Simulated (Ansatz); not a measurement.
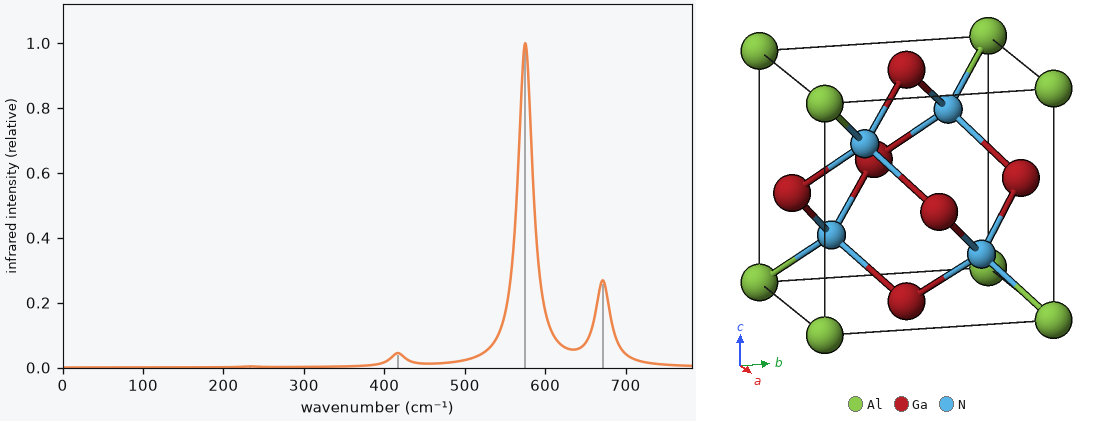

The plot gives the computed infrared spectrum of the zone-centre phonons for AlGa₃N₄, space group P-43m (No. 215). Lines are broadened by Lorentzians of 22 cm⁻¹ full width; the spectrum is scaled to its strongest line. These are zero-field (TO) frequencies; inactive modes don't show. The conventional cell is drawn beside the plot.

Starting cell:
```xyz
8
Lattice="4.4376 0.0000 0.0000 0.0000 4.4376 0.0000 0.0000 0.0000 4.4376" Properties=species:S:1:pos:R:3 pbc="T T T"
Al    0.0000    0.0000    0.0000
Ga    2.2188    2.2188    0.0000
Ga    2.2188    0.0000    2.2188
Ga    0.0000    2.2188    2.2188
N     3.3506    3.3506    1.0870
N     3.3506    1.0870    3.3506
N     1.0870    3.3506    3.3506
N     1.0870    1.0870    1.0870
```

Computed with Ansatz 0.2.0: infrared-active and silent optical phonons at the zone centre of an insulator with atoms at rest in the given cell, intensity summed over the level, zero macroscopic field, imaginary frequencies are negative, field response on a mesh refined by the program; PAW. Level: PBEsol, no spin polarisation.

- wave cutoff: 420 eV
- k mesh: 6×6×6
- occupations: fixed
- volume relative to the relaxed cell: 0.98

### Which are the strongest infrared lines?

The strongest infrared line is at 575.3 cm⁻¹, followed by 671.7 (26 % of it).

Keep in mind: field response not converged on the k mesh.
